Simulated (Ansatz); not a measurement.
# Quasiparticle gap of Sb2Ru (Pnnm), part 2 of 3

Aim: the quasiparticle gap of Sb2Ru (Pnnm), starting from r2SCAN.

Ansatz 0.2.0; r2SCAN, then G0W0 on it, plane waves, PAW. Known limits of the many-body steps: finite bands, screening cutoff and k mesh; no spin-orbit coupling in G0W0; no spin polarisation; large ε∞ on the G0W0 mesh.

So far. Step 2 (The r2SCAN band structure): Over mesh and path the gap is 0.172 eV, from k = (0.500, 0.500, 0.500) to k = (0.000, 0.000, 0.300). The least direct gap found is 0.653 eV, at k = (0.000, 0.250, 0.250).

### Step 3. One-shot GW

G0W0 replaces the xc potential by a self-energy built once from the orbitals of the start. Levels are corrected in the window of bands that the input names, at points of the mesh.

This step: G0W0 on r2SCAN, plane waves, PAW.

File input.yaml:

```yaml
crystal:
  lattice:
    - [5.9514, 0.0, 0.0]
    - [0.0, 6.6743, 0.0]
    - [0.0, 0.0, 3.179]
  atoms:
    - { symbol: Sb, position: [0.1812, 0.359, 0.0] }
    - { symbol: Sb, position: [0.8188, 0.641, 0.0] }
    - { symbol: Sb, position: [0.6812, 0.141, 0.5] }
    - { symbol: Sb, position: [0.3188, 0.859, 0.5] }
    - { symbol: Ru, position: [0.0, 0.0, 0.0] }
    - { symbol: Ru, position: [0.5, 0.5, 0.5] }
kpoints:
  mp_grid: { grid: [4, 4, 6] }
hamiltonian:
  xc: r2scan
  pseudopotentials: { kind: paw, source: ansatz }
scf:
  occupations: { method: fixed }
gw:
  n_empty_bands: 1272
  ecut_chi: 270.0
  qp_bands: [v2, c2]
  qp_kpoints: band_edges
  screening: { model: contour_deformation }
```

Started as:

```
ansatz run input.yaml --threads 4 --pin off --max-ram 138240MiB --backend cuda --events-out ev --progress --plain --runs-dir out --devices 1 --max-vram 26GiB
```

Numbers of over 12 decimals in the logs are rounded to 6 here.

Log:

```text
GPUs: using 1 of 1 available (devices: 1).
[...]
GPU FFT provider: cuFFT
GPU libraries: cuBLAS 13.8.2, cuFFT 12.4.0, cuSOLVER 12.3.4
Crystal: 6 atoms, lattice volume = 126.274 Å³
Basis set: ecut = 990 eV, 8909 PW (Γ), exchange–correlation on 300×360×160 points (64 copies of the dense FFT grid, shifted against one another)
Bands: 70, of which v1, the nominal top of the filled ones, is band 58 counted from 1 (57 counted from 0)
Symmetry: 8 space group operations
[...]
k-points: 36 of 96
[...]
GPU buffer pool allocated for 270000 grid points (all kernels)
[...]
SCF iter   1: F=—  HF=-48876.662101 eV  |F-HF|=—  |Δ(HF+E_count)|=         —  Δρ=6.54e-2  dr2=4.71e0  dr2_τ=1.66e0  ethr=3.10e-3  ⟨swp⟩=4.7  Hψ=8020  notcnv=0  defer=357
[...]
SCF iter   9: F=-48876.155052 eV  HF=-48876.155052 eV  |F-HF|=2.99e-9  |Δ(HF+E_count)|=   1.06e-7  Δρ=2.20e-6  dr2=6.89e-9  dr2_τ=3.27e-10  ethr=8.62e-11  ⟨swp⟩=10.1  Hψ=9655  notcnv=0
SCF 1 converged in 9 iterations: F = -48876.155052 eV  dr2 = 6.89e-9
[...]
NSCF: frozen V_eff on 36 k-points
the band table was solved once the SCF had ended and its energy, with any forces and stress, was formed, with the checks that follow a solve (9349 applications of the Hamiltonian). They found nothing against the state; the energy, forces and stress were not computed again (output.eigenvalues in the input reference)
[...]
G₀W₀ screening: q 1/36
[... further progress lines ...]
SCF converged after 9 iterations
Free energy (F): -48876.155052 eV
[...]
Internal energy: -48876.155052 eV  (E = F + TS)
E sigma→0 (E₀):  -48876.155052 eV
Fermi energy:    16.162264 eV
[...]
--- Band table (eV; the first three rows and the last of 36) ---
  k-point 0: bands = [... 54 lower, 14.9053, 15.3780, 15.4153, 15.4454, 18.1235, 18.7545, 19.9378, 20.4001, ... 8 higher]
  k-point 1: bands = [... 54 lower, 14.8132, 14.9703, 15.1556, 15.3534, 16.8239, 18.1680, 18.6044, 19.6188, ... 8 higher]
  k-point 2: bands = [... 54 lower, 14.6452, 14.9361, 15.0217, 15.3545, 16.3957, 16.9623, 18.0676, 18.4387, ... 8 higher]
  k-point 35: bands = [... 54 lower, 14.4880, 14.4880, 16.1623, 16.1623, 16.9775, 16.9775, 18.7902, 18.7902, ... 8 higher]
--- G₀W₀: contour deformation, 9 samples at zero and on the imaginary axis and 1 off it, 96 q-points, 1272 empty bands' worth ---
  eigenvalues of the whole cell's RPA ε∞ on this k-mesh (on a slab, of 1 + 4πα/V) = 16.7781, 20.5190, 26.1587; static W/v taken at q = 0 is 0.049332
  gw.qp_kpoints: band_edges: 34 of 36 stored k-points solved, in 2 passes; an edge of the gap read off the rows below is read off those points alone
    valence top: of the k-points left out ik 26 came nearest to being solved in a further pass, in band 57 (counted from 1, as in the quasiparticle table): it holds the edge there only if its correction is more favourable than any solved in that band by at least 0.535 eV; those differ by 0.496 eV
    conduction bottom: of the k-points left out ik 27 came nearest to being solved in a further pass, in band 60 (counted from 1, as in the quasiparticle table): it holds the edge there only if its correction is more favourable than any solved in that band by at least 0.613 eV; those differ by 0.376 eV
    ik  band        ε_KS         Σx   Σc(E_QP)       V_xc       Z   E_QP_lin       E_QP  E_QP is
     0    57     15.4153   -27.3001     3.4464   -23.9680  0.6924    15.5290    15.5297  root
     0    58     15.4454   -25.1275     2.1633   -23.0236  0.7133    15.5044    15.5047  root
     0    59     18.1235   -19.2871    -3.5925   -23.0135  0.7395    18.2575    18.2573  root
     0    60     18.7545    -9.9738    -4.1439   -13.9449  0.7823    18.5820    18.5816  root
     1    57     15.1556   -25.3050     3.2228   -22.1383  0.6965    15.2115    15.2118  root
     1    58     15.3534   -24.7422     2.1052   -22.6827  0.7152    15.3989    15.3991  root
     1    59     16.8239   -13.8499    -3.4232   -17.2137  0.7579    16.7646    16.7645  root
     1    60     18.1680   -18.4479    -3.6104   -22.1689  0.7418    18.2788    18.2785  root
     2    57     15.0217   -19.4790     1.6752   -17.6486  0.7445    14.8658    14.8664  root
     2    58     15.3545   -24.5426     2.0968   -22.4828  0.7149    15.3913    15.3915  root
     2    59     16.3957   -18.6880    -3.3668   -22.2114  0.7178    16.5526    16.5523  root
     2    60     16.9623   -15.1299    -3.6030   -18.7293  0.7481    16.9587    16.9587  root
     3    57     15.3982   -22.2697     2.0416   -20.1604  0.7296    15.3301    15.3304  root
     3    58     15.3982   -22.2697     2.0416   -20.1604  0.7296    15.3301    15.3304  root
     3    59     16.9082   -18.5806    -3.8375   -22.5710  0.7134    17.0613    17.0611  root
     3    60     16.9082   -18.5806    -3.8375   -22.5710  0.7134    17.0613    17.0611  root
     4    57     15.3476   -26.9813     3.4824   -23.6032  0.6908    15.4516    15.4520  root
     4    58     15.4388   -24.1916     2.1871   -22.0215  0.7173    15.4560    15.4559  root
     4    59     18.2620   -17.8134    -3.7168   -21.6077  0.7469    18.3395    18.3395  root
     4    60     18.8485   -12.3725    -3.9719   -16.2052  0.7737    18.7096    18.7092  root
     5    57     15.6078   -24.4343     2.3871   -22.0605  0.7190    15.6211    15.6211  root
     5    58     15.8051   -17.3823     0.9114   -16.1813  0.7738    15.5141    15.5155  root
     5    59     17.1198   -14.2405    -3.4310   -17.6178  0.7555    17.0662    17.0662  root
     5    60     18.3393   -12.5401    -3.8705   -16.2720  0.7717    18.2007    18.2006  root
     6    57     15.5069   -15.8726     0.5983   -14.9249  0.7826    15.1552    15.1575  root
     6    58     15.5512   -23.2137     2.1405   -21.0368  0.7276    15.5147    15.5148  root
     6    59     16.4872   -18.6174    -3.4407   -22.2106  0.7187    16.6398    16.6397  root
     6    60     16.9074   -16.5576    -3.3773   -19.9864  0.7377    16.9590    16.9590  root
     7    57     15.1508   -22.0138     2.0633   -19.8773  0.7259    15.0777    15.0778  root
     7    58     15.1508   -22.0138     2.0633   -19.8773  0.7259    15.0777    15.0778  root
     7    59     16.8985   -18.9131    -3.8567   -22.9428  0.7093    17.0720    17.0715  root
     7    60     16.8985   -18.9131    -3.8567   -22.9428  0.7093    17.0720    17.0715  root
     8    57     15.5641   -21.2353     1.8529   -19.2602  0.7413    15.4415    15.4419  root
     8    58     15.5641   -21.2353     1.8529   -19.2602  0.7413    15.4415    15.4419  root
     8    59     18.7919   -13.1652    -3.9373   -17.0063  0.7679    18.6959    18.6957  root
     8    60     18.7919   -13.1652    -3.9373   -17.0063  0.7679    18.6959    18.6957  root
     9    57     15.8425   -21.6364     1.7679   -19.7588  0.7426    15.7326    15.7329  root
     9    58     15.8425   -21.6364     1.7679   -19.7588  0.7426    15.7326    15.7329  root
     9    59     17.7819   -14.2481    -3.5680   -17.7458  0.7530    17.7118    17.7117  root
     9    60     17.7819   -14.2481    -3.5680   -17.7458  0.7530    17.7118    17.7117  root
[...]
33    57     15.9191   -17.1555     0.8587   -15.9999  0.7798    15.6208    15.6222  root
    33    58     15.9191   -17.1555     0.8587   -15.9999  0.7798    15.6208    15.6222  root
    33    59     17.6799   -17.2449    -3.5810   -20.8734  0.7535    17.7275    17.7275  root
    33    60     17.6799   -17.2449    -3.5810   -20.8734  0.7535    17.7275    17.7275  root
    34    57     15.6835   -19.2288     1.3898   -17.6275  0.7544    15.4711    15.4720  root
    34    58     15.6835   -19.2288     1.3898   -17.6275  0.7544    15.4711    15.4720  root
    34    59     16.7875   -17.7393    -3.7569   -21.5903  0.7286    16.8818    16.8815  root
    34    60     16.7875   -17.7393    -3.7569   -21.5903  0.7286    16.8818    16.8815  root
    35    57     16.1623   -16.8505     0.7017   -15.8305  0.7779    15.8424    15.8439  root
    35    58     16.1623   -16.8505     0.7017   -15.8305  0.7779    15.8424    15.8439  root
    35    59     16.9775   -19.4243    -4.1065   -23.7120  0.7048    17.1594    17.1586  root
    35    60     16.9775   -19.4243    -4.1065   -23.7120  0.7048    17.1594    17.1586  root
```

Run time: 14 min. Hardware: 1 × NVIDIA H100 80GB HBM3 (shared by 3 runs) with 4 threads of AMD EPYC 7R13 (Zen 3), shared host; peak memory 19 GiB.

Numbers from this step:

| Property | Result |
| --- | --- |
| bands summed | 1330 |
| RPA ε∞ on this mesh (eigenvalues) | 16.78, 20.52, 26.16 |
| plane waves in the screening matrix | 1259 |
| q-points in the mesh | 96 |
| G0W0 gap over the corrected points | 0.7084 eV |
| k of the valence top | -0.5, -0.5, -0.5 |
| k of the conduction bottom | 0, 0, 0.3333 |
| starting gap on the mesh | 0.2334 eV |
| Z at the valence top | 0.7779 |
| Z at the conduction bottom | 0.7178 |
| least direct G0W0 gap over the corrected points | 1.125 eV |

Over 34 of 36 irreducible mesh points the G0W0 gap is 0.708 eV, from k = (-0.500, -0.500, -0.500) to k = (0.000, 0.000, 0.333). The r2SCAN gap of this run on the mesh is 0.233 eV. The two states that bound the G0W0 gap lie that far apart at the start, so the correction of the gap is 0.708 − 0.233 = +0.475 eV. The start of this run differs from the step before in mesh (4×4×8 and 4×4×6), files (soft_1 PAW and hard PAW), plane-wave cutoff (500 eV and 990 eV) and occupations. The program's warnings for this run: metallic iterate.

Labels follow the order of the start: v1 is the top filled band, c1 the lowest empty one; levels that stay degenerate share a row, the window can cut a multiplet, doubted levels are not marked in this list, bands outside the window were not corrected, and the list may be a part of the corrected levels. Levels before and after the correction, in eV, zero at the valence-band top of each column:

```tsv
	conduction bottom	valence top
Kohn-Sham	0.23	0.00
G0W0	0.71	0.00
```

```tsv
	level	occupation	energy (eV)
Kohn-Sham	(0 0 0.333) v2	2	-1.141
Kohn-Sham	(0 0 0.333) v1	2	-0.808
Kohn-Sham	(0 0 0.333) c1	0	0.233
Kohn-Sham	(0 0 0.333) c2	0	0.800
Kohn-Sham	(-0.5 -0.5 -0.5) v2-v1	2	0.000
Kohn-Sham	(-0.5 -0.5 -0.5) c1-c2	0	0.815
G0W0	(0 0 0.333) v2	2	-0.978
G0W0	(0 0 0.333) v1	2	-0.452
G0W0	(0 0 0.333) c1	0	0.708
G0W0	(0 0 0.333) c2	0	1.115
G0W0	(-0.5 -0.5 -0.5) v2-v1	2	0.000
G0W0	(-0.5 -0.5 -0.5) c1-c2	0	1.315
```

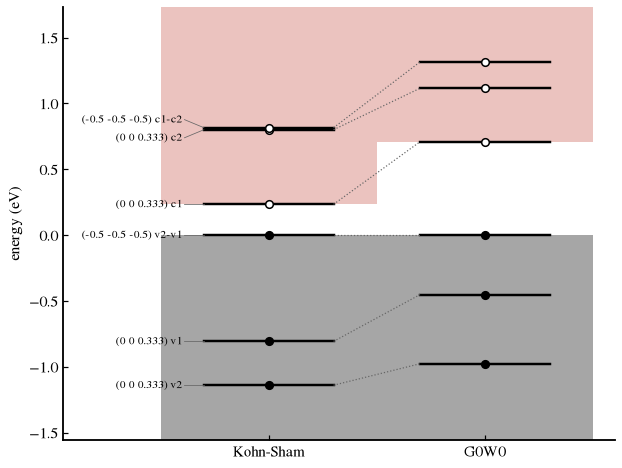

Levels before and after the correction. Shaded: valence and conduction bands. Filled marks are occupied levels, open marks empty ones.

The parts of the quasiparticle energy for the two states that bound the G0W0 gap, in eV on the run's own scale (QP = start + Σx + Σc − Vxc, with Σc at the quasiparticle energy):

```tsv
edge	k	band	start	Σx	Σc	Vxc	Z	QP
valence top	(-0.500, -0.500, -0.500)	57	16.162	−16.851	0.702	−15.831	0.778	15.844
conduction bottom	(0.000, 0.000, 0.333)	59	16.396	−18.688	−3.367	−22.211	0.718	16.552
```

### Step 4. Spin-orbit coupling in r2SCAN

This run has two-component orbitals with spin-orbit coupling.

This step: DFT, r2SCAN with spin-orbit coupling, plane waves, PAW; PAW set soft_1.

File input.yaml:

```yaml
crystal:
  lattice:
    - [5.9514, 0.0, 0.0]
    - [0.0, 6.6743, 0.0]
    - [0.0, 0.0, 3.179]
  atoms:
    - { symbol: Sb, position: [0.1812, 0.359, 0.0] }
    - { symbol: Sb, position: [0.8188, 0.641, 0.0] }
    - { symbol: Sb, position: [0.6812, 0.141, 0.5] }
    - { symbol: Sb, position: [0.3188, 0.859, 0.5] }
    - { symbol: Ru, position: [0.0, 0.0, 0.0] }
    - { symbol: Ru, position: [0.5, 0.5, 0.5] }
kpoints:
  mp_grid: { grid: [4, 4, 8] }
  band_path:
    path:
      - [0.0, 0.0, 0.0]
      - [0.5, 0.0, 0.0]
      - [0.5, 0.5, 0.0]
      - [0.0, 0.5, 0.0]
      - [0.0, 0.0, 0.5]
      - [0.5, 0.0, 0.5]
      - [0.5, 0.5, 0.5]
      - [0.0, 0.5, 0.5]
      - [0.0, 0.0, 0.3]
      - [0.0, 0.25, 0.25]
    npoints: 1
hamiltonian:
  xc: r2scan
  pseudopotentials: { kind: paw_fr, azcp: { folder: soft_1 } }
scf:
  occupations: { method: fermi_dirac, width: 0.02 }
  n_extra_bands: 12
magnetization:
  noncollinear: true
  spin_orbit: true
output:
  eigenvalues: true
```

Log:

```text
[...]
GPUs: using 1 of 1 available (devices: 1).
[...]
non-collinear run that drives no moment, with spin-orbit: no starting moment large enough to seed its density (crystal.atoms[].spin), no starting occupations that ask for one, no magnetisation constraint and no magnetic field, so the semilocal B_xc is pinned to zero
[...]
GPU FFT provider: cuFFT
GPU libraries: cuBLAS 13.8.2, cuFFT 12.4.0, cuSOLVER 12.3.4
Crystal: 6 atoms, lattice volume = 126.274 Å³
Basis set: ecut = 500 eV, 3203 PW (Γ), exchange–correlation on 180×200×96 points (64 copies of the dense FFT grid, shifted against one another)
Bands: 104, of which v1, the nominal top of the filled ones, is band 92 counted from 1 (91 counted from 0)
Symmetry: 8 space group operations + 8 with time reversal
[...]
k-points: 45 of 128
Projection manifold: j_resolved (fully-relativistic pseudo-atomic orbitals)
[...]
GPU buffer pool allocated for 54000 grid points (all kernels)
[...]
SCF iter   1: F=—  HF=-37724.159494 eV  |F-HF|=—  |Δ(HF+E_count)|=         —  Δρ=6.30e-2  dr2=4.52e0  dr2_τ=3.83e-2  dr2_m=0.00e0 (ungated)  ethr=3.10e-3  |M|=0.00e0 ∫|m|=0.00e0 μB  |m|>n=0.0e0 m-floor=0.0e0 τ_xc=0.0e0  β_m=0.30  ⟨swp⟩=6.4  Hψ=10684  notcnv=0  defer=2
[...]
spin=Noncollinear: Resta preconditioning applied to the charge; magnetization (m_x, m_y, m_z) channels mix plain (no charge-response kernel on spin).
SCF iter   2: F=—  HF=-37723.742359 eV  |F-HF|=—  |Δ(HF+E_count)|=   4.17e-1  Δρ=3.49e-2  dr2=1.11e0  dr2_τ=2.17e-2  dr2_m=0.00e0 (ungated)  ethr=3.10e-3  |M|=0.00e0 ∫|m|=0.00e0 μB  |m|>n=0.0e0 m-floor=0.0e0 τ_xc=0.0e0  β_m=0.41  ⟨swp⟩=2.0  Hψ=3239  notcnv=0  defer=282
[...]
SCF iter   9: F=-37723.770952 eV  HF=-37723.770952 eV  |F-HF|=2.97e-9  |Δ(HF+E_count)|=   8.26e-8  Δρ=3.47e-6  dr2=1.60e-8  dr2_τ=2.40e-10  dr2_m=0.00e0 (ungated)  ethr=1.09e-10  |M|=0.00e0 ∫|m|=0.00e0 μB  |m|>n=0.0e0 m-floor=0.0e0 τ_xc=0.0e0  ⟨swp⟩=9.0  Hψ=8473  notcnv=0
SCF 1 converged in 9 iterations: F = -37723.770952 eV  dr2 = 1.60e-8
[...]
SCF converged after 9 iterations
Magnetization: |M| = 0.0000 μB,  M = (+0.0000, +0.0000, +0.0000) μB
Absolute magnetization: 0.0000 μB (∫|m|)
  site 0: m = (+0.0000, +0.0000, +0.0000) μB, |m| = 0.0000 μB  (R = 1.08 Å)
  site 1: m = (+0.0000, +0.0000, +0.0000) μB, |m| = 0.0000 μB  (R = 1.08 Å)
  site 2: m = (+0.0000, +0.0000, +0.0000) μB, |m| = 0.0000 μB  (R = 1.08 Å)
  site 3: m = (+0.0000, +0.0000, +0.0000) μB, |m| = 0.0000 μB  (R = 1.08 Å)
  site 4: m = (+0.0000, +0.0000, +0.0000) μB, |m| = 0.0000 μB  (R = 1.08 Å)
  site 5: m = (+0.0000, +0.0000, +0.0000) μB, |m| = 0.0000 μB  (R = 1.08 Å)
Free energy (F): -37723.770952 eV
[...]
Internal energy: -37723.770909 eV  (E = F + TS)
E sigma→0 (E₀):  -37723.770931 eV
Entropy (-TS):   -0.000043 eV (-0.007 meV/atom)
Fermi energy:    14.758555 eV
[...]
--- Band table (eV; the first three rows and the last of 45) ---
  k-point 0: bands = [... 88 lower, 13.8984, 13.8984, 14.0216, 14.0216, 16.6341, 16.6341, 17.2485, 17.2485, ... 8 higher]
  k-point 1: bands = [... 88 lower, 13.7531, 13.7531, 13.9462, 13.9462, 15.8453, 15.8453, 16.7034, 16.7034, ... 8 higher]
  k-point 2: bands = [... 88 lower, 13.5803, 13.5803, 13.8180, 13.8180, 14.8624, 14.8624, 15.9073, 15.9073, ... 8 higher]
  k-point 44: bands = [... 88 lower, 14.6547, 14.6547, 14.6547, 14.6547, 15.4989, 15.4989, 15.4989, 15.4989, ... 8 higher]
```

Run time: 16 s. Hardware: 1 × NVIDIA H100 80GB HBM3 (shared by 3 runs) with 4 threads; peak memory 1.3 GiB.

Numbers from this step:

- gap: 0.1974 eV
- valence top at: R
- conduction bottom at: k = (0.000, 0.000, 0.300)
- least direct gap: 0.6652 eV

Over mesh and listed points the gap is 0.197 eV, from k = (0.500, 0.500, 0.500) to k = (0.000, 0.000, 0.300). The least direct gap found is 0.665 eV, at k = (0.000, 0.250, 0.250). r2SCAN+SOC against r2SCAN: 0.197 − 0.172 = +0.025 eV, with the same mesh, set of files (read in its fully relativistic form for the spin-orbit run) and cutoff, and both edges at the same k points. The spin-orbit run sees mesh and listed points alone, so its gap is an upper bound: the coupling can move an edge off these points, and the change over the zone, its sign included where it is small, is not known.

(Part 2 of 3 ends here.)

[Paths, hosts, dates, memory and timing lines, banners, echoed tables and standing remarks are left out of the program output.]

[Logs are printed without paths, hosts, clocks, repeated set-up lines and the standing remarks that a program may print on its own settings, such as how far it seeks lower states.]

[Runs of the session that timed out or met a known fault of the program may be left out.]

[Cells called generated may have been cut or substituted from an entry of the Crystallography Open Database or the Materials Project.]

[Hosts, paths, dates, database ids (printed as entryN), source tags and the programs' standing remarks are cut or masked in the printed files.]

[Where an RPA ε∞ is given, it is that of the G0W0 mesh and is not shown converged in it. Names of k-points follow the symmetry that the program found, which can be lower than the space group named. Band edges on a path are those of the sampled points; other points can move an edge, and change direct to indirect where valleys lie close.]

[Hybrid gaps are those of their k-mesh and are not shown converged in it.]
